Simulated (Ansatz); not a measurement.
# Run report: B3N2, geometry relaxation (part 2 of 2)

B3N2 (5 atoms in the cell); DFT PBE, scalar-relativistic, plane waves, PAW, no spin polarisation (Ansatz 0.2.0); cutoff 420 eV, 12×12×8 k-mesh, Gaussian smearing of 0.1 eV. The structure was made by a generator, so it may or may not be a known phase.

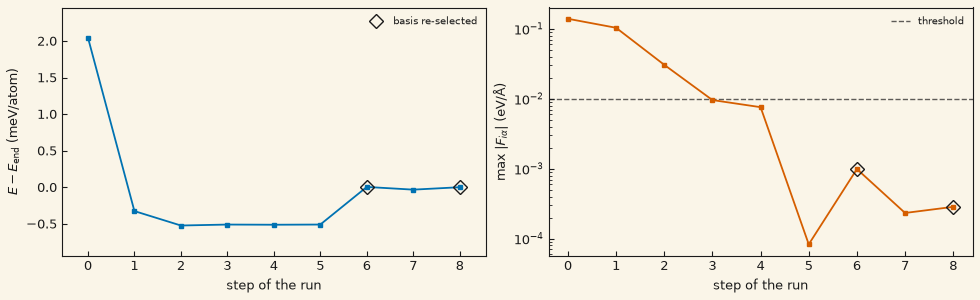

Progress of the relaxation, step by step (the first geometry is step 0 here and step 1 in the log).

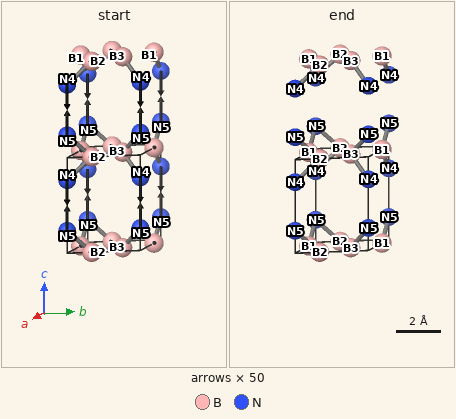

Before (left) and after (right) the relaxation, at one scale (ball-and-stick view of the cell of the calculation, repeated 1 × 1 × 2, seen slightly off an axis). The black arrows give the displacements (without the part carried along by the change of the cell), magnified 50 times. The energy falls by 2.1 meV per atom in 6 geometry steps. The largest force component goes from 0.14 to 0.00028 eV/Å. The pressure goes from −0.78 to −0.01 GPa. 1 further SCF at an unchanged geometry re-selected the plane-wave basis for the new cell. The largest moves relative to the cell, 0.024 Å, are those of N4 and N5. Largest moves by element: N 0.024 Å, B 0.003 Å. Cell: a = b 3.448 → 3.447 Å (0.0 %), c 4.401 → 4.313 Å (−2.0 %). Volume −2.0 %. The space group stays P-62m (No. 189). The energy change given includes the shifts at the re-selections in mid-walk, which come without any move. A last SCF at the same geometry on a re-selected plane-wave basis shifts the energy by +0.0 meV per atom. (Atoms are counted from 1 in the order of the input.)

```
basis re-selected at this cell: Δ(F+E_penalty+E_count) = +1.654e-4 eV, ΔP = -0.002 GPa vs the last step (what re-selecting the basis moved, of the pressure what is left beyond the Pulay correction that the steps carried, after the strain that the cell walked since its last selection, with what the two solves' SCF thresholds leave and, on support functions, any second-order correction that the steps lacked; it is no measure of the basis error at this ecutwfc). This SCF's stress stands 1.15e-2 GPa from its target on what of the cell is left free (relax.cell.stress_tol is 5.00e-2 GPa) and its largest allowed force component is 2.85e-4 eV/Å (relax.f_tol is 1.00e-2 eV/Å): within both
SCF converged after 4 iterations
Free energy (F): -1232.761898 eV
Harris-Foulkes:  -1232.761898 eV  (|F-HF|=5.46e-12)
Internal energy: -1232.752037 eV  (E = F + TS)
E sigma→0 (E₀):  -1232.756968 eV
Entropy (-TS):   -0.009861 eV (-1.972 meV/atom)
Fermi energy:    6.724671 eV
--- Per-component energies (eV) ---
  E_band       = -27.836327
  E_kinetic    = 406.044723
  E_local      = -728.453448  (includes V_loc(G=0)·N_el)
  E_nonlocal   = 126.649049
  E_hartree    = 239.232707
  E_xc         = -215.097530
  E_vxc        = -265.174030  (∫ρ·V_xc dr)
  E_paw        = -489.492732  (= ΣΔE_a)
  E_vpaw       = -45.368116  (= ΣTr[D̂ρ^β])
  E_aug_tail   = 0.000181  (compensation charges beyond the density's cutoff)
  E_ewald      = -571.634988
  E_smearing   = -0.009861  (= −TS)
  E_closure    = -0.000000  (closes the sum)
  Σ components = -1232.761898   (vs F -1232.761898, Δ=0.00e0)
--- Forces (eV/Å), atoms counted from 1 ---
  atom   1  B      0.00028532    -0.00000000    -0.00000000
  atom   2  B     -0.00014266     0.00024710     0.00000000
  atom   3  B     -0.00014266    -0.00024710     0.00000000
  atom   4  N     -0.00000000     0.00000000    -0.00019316
  atom   5  N     -0.00000000     0.00000000     0.00019316
  max |Σ_I F_I| component: 3.05e-16 eV/Å
--- Stress (GPa, compression-positive) ---
       -0.003834      -0.000000       0.000000
       -0.000000      -0.003834      -0.000000
        0.000000      -0.000000      -0.011487
  P = ⅓ Tr σ = -0.0064 GPa (-0.064 kbar)
--- Band table (eV; the first three rows and the last of 95) ---
  k-point 0: bands = ["-14.0630", "-8.1159", "-1.1736", "-0.7826", "-0.5786", "-0.5786", "3.3798", "3.3798", "4.7176", "6.8922", "6.8922", "7.9632", "10.5031", "15.3446", "15.9415"]
  k-point 1: bands = ["-14.0377", "-8.2530", "-1.1640", "-0.5529", "-0.5529", "-0.4366", "3.3112", "3.3112", "4.7220", "6.9214", "6.9214", "7.5838", "10.2446", "15.7616", "15.7616"]
  k-point 2: bands = ["-13.9746", "-8.5618", "-1.1431", "-0.4884", "-0.4884", "0.5040", "3.1473", "3.1473", "4.7325", "6.5375", "6.9888", "6.9888", "9.7489", "15.4845", "15.4845"]
  k-point 94: bands = ["-13.2246", "-8.1756", "-4.2055", "-4.2055", "0.8695", "0.8695", "3.1898", "4.2311", "4.6576", "4.6576", "9.4539", "13.9021", "13.9021", "14.9821", "14.9821"]
--- Relaxed structure (7 steps of the walk, 7 accepted, 2 SCFs on fresh bases) ---
  F+E_penalty+E_count = -1232.76189848 eV   max|allowed force component| = 2.853e-4 eV/Å   (the final SCF, on the basis selected at the relaxed cell)
  cell:  # Å, volume = 44.3855 Å³
    - [3.447156983182342, -2.886273210880688e-11, 1.287813124449136e-18]
    - [-1.7235784915661752, 2.9853255182832665, -6.439065622152293e-19]
    - [1.6439673416282642e-18, 9.111681006732424e-34, 4.313087469274121]
  atoms:
    - { symbol: B, position: [0.334852864365038, 9.68061062708494e-20, 1.9393753551332255e-20] }
    - { symbol: B, position: [2.7755575615628914e-17, 0.33485286436503797, -2.3066269187436817e-21] }
    - { symbol: B, position: [0.6651471356349621, 0.665147135634962, -2.3066269189534516e-21] }
    - { symbol: N, position: [1.305269589250755e-19, 1.0666586254462658e-20, 0.759673171965887] }
    - { symbol: N, position: [-1.2831173417584666e-19, 1.0666586251960236e-20, 0.24032682803411298] }
```

### Trajectory as extended XYZ (Å, eV, eV/Å), 9 frames, from step=1 to step=9
```
5
Lattice="3.4477 0.0000 0.0000 -1.7239 2.9858 0.0000 0.0000 0.0000 4.4012" Properties=species:S:1:pos:R:3:forces:R:3 step=1 energy=-1232.75167 pressure_GPa=-0.78
B     1.1579    0.0000    0.0000   -0.0549   0.0000   0.0000
B    -0.5790    1.0028    0.0000    0.0275  -0.0476   0.0000
B     1.1449    1.9830    0.0000    0.0275   0.0476   0.0000
N     0.0000    0.0000    3.3676    0.0000   0.0000  -0.1397
N     0.0000    0.0000    1.0336    0.0000   0.0000   0.1397
5
Lattice="3.4478 0.0000 0.0000 -1.7239 2.9859 0.0000 0.0000 0.0000 4.3230" Properties=species:S:1:pos:R:3:forces:R:3 step=2 energy=-1232.76353 pressure_GPa=0.02
B     1.1573    0.0000    0.0000   -0.0702   0.0000   0.0000
B    -0.5786    1.0022    0.0000    0.0351  -0.0608   0.0000
B     1.1453    1.9837    0.0000    0.0351   0.0608   0.0000
N     0.0000    0.0000    3.2894    0.0000   0.0000  -0.1038
N     0.0000    0.0000    1.0335    0.0000   0.0000   0.1038
5
Lattice="3.4467 0.0000 0.0000 -1.7233 2.9849 0.0000 0.0000 0.0000 4.3151" Properties=species:S:1:pos:R:3:forces:R:3 step=3 energy=-1232.76452 pressure_GPa=0.06
B     1.1553    0.0000    0.0000   -0.0307   0.0000   0.0000
B    -0.5777    1.0006    0.0000    0.0153  -0.0265   0.0000
B     1.1457    1.9844    0.0000    0.0153   0.0265   0.0000
N     0.0000    0.0000    3.2791    0.0000   0.0000  -0.0164
N     0.0000    0.0000    1.0360    0.0000   0.0000   0.0164
5
Lattice="3.4474 0.0000 0.0000 -1.7237 2.9855 0.0000 0.0000 0.0000 4.3171" Properties=species:S:1:pos:R:3:forces:R:3 step=4 energy=-1232.76445 pressure_GPa=-0.04
B     1.1546    0.0000    0.0000   -0.0084   0.0000   0.0000
B    -0.5773    0.9999    0.0000    0.0042  -0.0072   0.0000
B     1.1464    1.9856    0.0000    0.0042   0.0072   0.0000
N     0.0000    0.0000    3.2803    0.0000   0.0000   0.0096
N     0.0000    0.0000    1.0368    0.0000   0.0000  -0.0096
5
Lattice="3.4475 0.0000 0.0000 -1.7237 2.9856 0.0000 0.0000 0.0000 4.3165" Properties=species:S:1:pos:R:3:forces:R:3 step=5 energy=-1232.76446 pressure_GPa=0.05
B     1.1543    0.0000    0.0000    0.0061   0.0000   0.0000
B    -0.5771    0.9996    0.0000   -0.0030   0.0053   0.0000
B     1.1466    1.9860    0.0000   -0.0030  -0.0053   0.0000
N     0.0000    0.0000    3.2801    0.0000   0.0000  -0.0076
N     0.0000    0.0000    1.0365    0.0000   0.0000   0.0076
5
Lattice="3.4476 0.0000 0.0000 -1.7238 2.9857 0.0000 0.0000 0.0000 4.3166" Properties=species:S:1:pos:R:3:forces:R:3 step=6 energy=-1232.76445 pressure_GPa=0.00
B     1.1544    0.0000    0.0000    0.0000   0.0000   0.0000
B    -0.5772    0.9998    0.0000    0.0000   0.0000   0.0000
B     1.1466    1.9860    0.0000    0.0000   0.0000   0.0000
N     0.0000    0.0000    3.2800    0.0000   0.0000  -0.0001
N     0.0000    0.0000    1.0366    0.0000   0.0000   0.0001
5
Lattice="3.4476 0.0000 0.0000 -1.7238 2.9857 0.0000 0.0000 0.0000 4.3166" Properties=species:S:1:pos:R:3:forces:R:3 step=7 energy=-1232.76188 pressure_GPa=-0.09
B     1.1544    0.0000    0.0000   -0.0010   0.0000   0.0000
B    -0.5772    0.9998    0.0000    0.0005  -0.0009   0.0000
B     1.1466    1.9860    0.0000    0.0005   0.0009   0.0000
N     0.0000    0.0000    3.2800    0.0000   0.0000   0.0007
N     0.0000    0.0000    1.0366    0.0000   0.0000  -0.0007
5
Lattice="3.4472 0.0000 0.0000 -1.7236 2.9853 0.0000 0.0000 0.0000 4.3131" Properties=species:S:1:pos:R:3:forces:R:3 step=8 energy=-1232.76206 pressure_GPa=-0.00
B     1.1543    0.0000    0.0000    0.0002   0.0000   0.0000
B    -0.5771    0.9996    0.0000   -0.0001   0.0002   0.0000
B     1.1464    1.9857    0.0000   -0.0001  -0.0002   0.0000
N     0.0000    0.0000    3.2765    0.0000   0.0000  -0.0001
N     0.0000    0.0000    1.0366    0.0000   0.0000   0.0001
5
Lattice="3.4472 0.0000 0.0000 -1.7236 2.9853 0.0000 0.0000 0.0000 4.3131" Properties=species:S:1:pos:R:3:forces:R:3 step=9 energy=-1232.76190 pressure_GPa=-0.01
B     1.1543    0.0000    0.0000    0.0003   0.0000   0.0000
B    -0.5771    0.9996    0.0000   -0.0001   0.0002   0.0000
B     1.1464    1.9857    0.0000   -0.0001  -0.0002   0.0000
N     0.0000    0.0000    3.2765    0.0000   0.0000  -0.0002
N     0.0000    0.0000    1.0366    0.0000   0.0000   0.0002
```

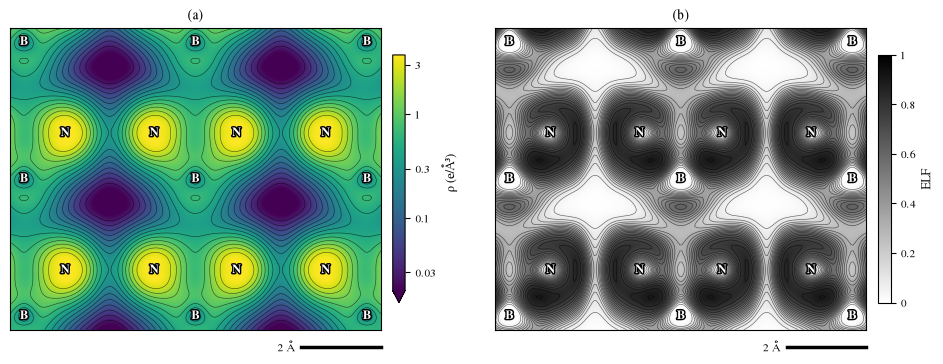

(a) valence electron density; (b) ELF on the (11̄0) plane of the conventional cell. Atoms in the plane: B and N. B–N (1.55 Å): the density is about 1.4 e/Å³ at the midpoint; the ELF peaks at about 0.85 between the atoms, which marks a shared but strongly polarised pair. Away from the nuclei the density in this plane falls to 0.01 e/Å³ at its lowest. In a PAW calculation such maps are meaningful between the atoms, not at the nuclei.

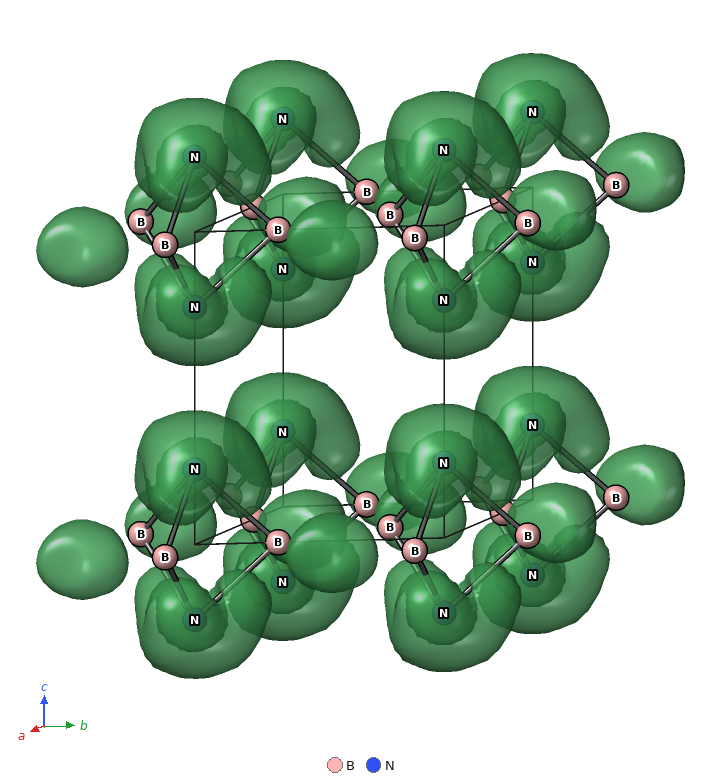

Isosurface of the ELF at 0.75 (green), seen slightly off an axis. Only the valence region is drawn (cores and ρ < 0.01 e/Å³ removed). Sticks mark near contacts. The outline is the cell set on symmetry axes. Values along the shortest contacts:

The run was set up as follows.

### Input file
```yaml
crystal:
  lattice:
    - [3.4477206273, 0.0, 0.0]
    - [-1.7238603136, 2.9858136484, 0.0]
    - [0.0, 0.0, 4.4012131937]
  atoms:
    - { symbol: B, position: [0.3358509262, 0.0, 0.0] }
    - { symbol: B, position: [0.0, 0.3358509262, 0.0] }
    - { symbol: B, position: [0.6641490738, 0.6641490738, 0.0] }
    - { symbol: "N", position: [0.0, 0.0, 0.7651521541] }
    - { symbol: "N", position: [0.0, 0.0, 0.2348478459] }
basis:
  ecutwfc: 420
kpoints:
  mp_grid: { grid: [12, 12, 8] }
hamiltonian:
  xc: pbe
scf:
  occupations: { method: gaussian, width: 0.1 }
output:
  forces: true
  stress: true
  eigenvalues: true
  write_density: true
  write_potential: true
  elf: true
  volumetric_format: npy
relax:
  adjacent_minimum: "off"
  f_tol: 0.01
  max_steps: 80
  cell: { stress_tol: 0.05 }
```

Run as:
```bash
ansatz run input.yaml --threads 1 --pin off --max-ram 2560MiB --backend cpu --events-out ev --progress --plain --runs-dir out
```

### Key numbers

| quantity | value |
| --- | --- |
| outcome | converged |
| space group (tolerance 0.01 Å) | P-62m (189) |
| electrons treated | 19 |
| free energy | −1232.7619 eV |
| Fermi energy | 6.725 eV |
| gap on the k-point mesh | none (metallic) |
| pressure | −0.01 GPa |
| final volume | 44.39 Å³ |
| largest force (length of the vector) at the end | under 0.001 eV/Å |
| final cell | a = 3.447 Å, b = 3.447 Å, c = 4.313 Å, α = 90.00°, β = 90.00°, γ = 120.00° |
| hardware | 1 thread of Intel Xeon @ 2.50GHz (Skylake/Cascade Lake), 189 GiB of memory available, shared host |
| wall time | 2.3 min |
| peak memory | 0.39 GiB |

### Notes

The cell holds an odd number of electrons but the run has no spin polarisation, so a band is left half filled.
